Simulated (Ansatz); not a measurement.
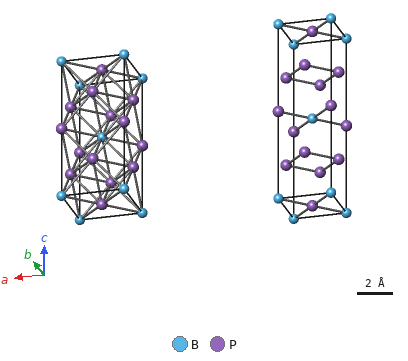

Two geometries of crystalline BP3 (built on the TiAl3 (D0_22)_139 type) (coarse preliminary run), drawn at one scale. One is the start of a relaxation, the other its converged end. Style: ball-and-stick. Shown: the conventional cell (2 times the calculation's cell), from a free direction. Lengths and directions refer to the drawn axes.

Method: DFT PBE, scalar-relativistic, plane waves, PAW in Ansatz 0.2.0. (plane-wave cutoff 420 eV; k-point mesh 6 × 6 × 6; occupations gaussian; smearing width 0.1 eV; no spin polarisation; cell and atoms relaxed; force threshold 0.04 eV/Å; at most 70 steps)

### Which geometry has the lower energy?

The right one is the relaxed one. Case: TiAl3 (D0_22) type (I4/mmm, No. 139). The energy falls by 434 meV per atom in 12 accepted moves (14 points after the start). All forces vanish by symmetry, so only the cell relaxes. The pressure goes from −10.55 to 0.12 GPa. At 2 points the geometry stayed and the basis and grid were re-selected for the new cell (energy shift of 12.6 meV per atom at most each time). No atom moves by more than 0.005 Å relative to the cell. The volume changes by −8.3 %, with a = b 3.740 → 3.145 Å (−15.9 %), c 8.354 → 10.829 Å (+29.6 %). Near-neighbour distances that change, for instance: B–P 2.644 → 2.224 Å, P–P 2.644 → 2.224 Å, P–P 2.803 → 3.131 Å, B–P 2.803 → 3.131 Å. The space group stays I4/mmm (No. 139).
